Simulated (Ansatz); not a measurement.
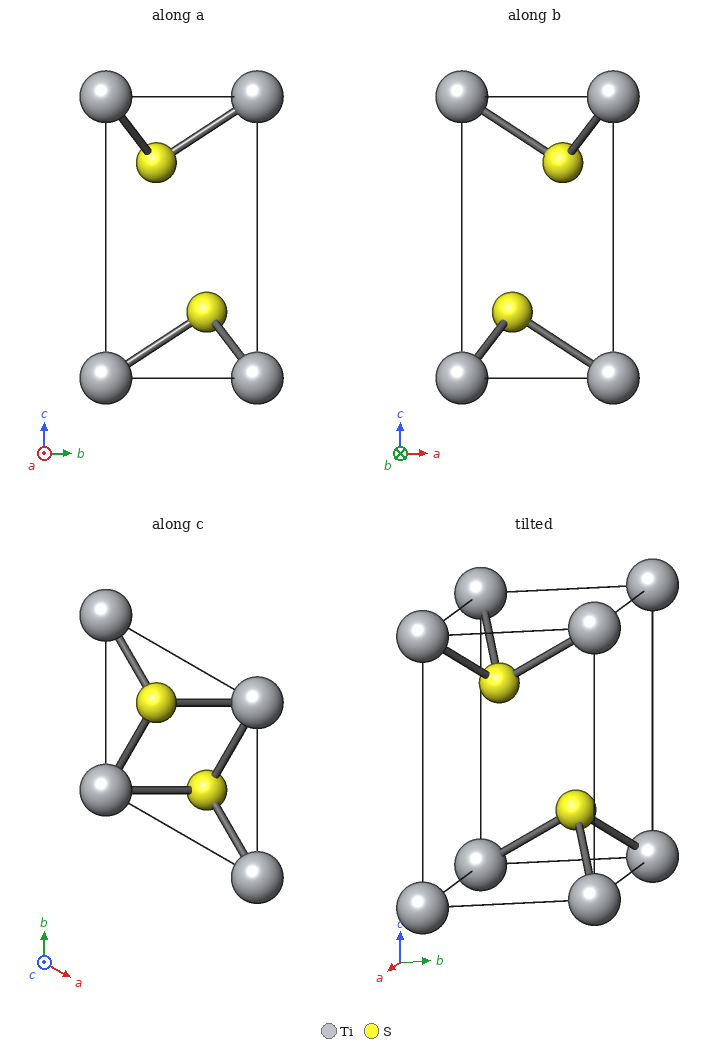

The crystal in a ball-and-stick representation, seen along the a axis, along the b axis, along the c axis and slightly off an axis. The frame is the conventional unit cell; atoms at its boundary are shown with their periodic copies.

Lattice parameters: a = 3.566 Å, b = 3.566 Å, c = 5.739 Å, α = 90.00°, β = 90.00°, γ = 120.00°.

Q: Write the structure as a table of Wyckoff sites, with free fractional coordinates to two decimals.

A: Space group P-3m1 (No. 164).
```
atom  site       x       y     z
  Ti    1a    0.00    0.00  0.00
   S    2d  0.3333  0.6667  0.23
```

The initial geometry was a structure type filled with these elements by a generator (whether the compound takes this form wasn't checked). The cell was then strained or its atoms displaced on purpose. A calculation with Ansatz used it as input.

At this level of theory the cell isn't at rest (stretched, at -5 GPa), so its distances can differ from those at equilibrium, the more so the softer the solid.
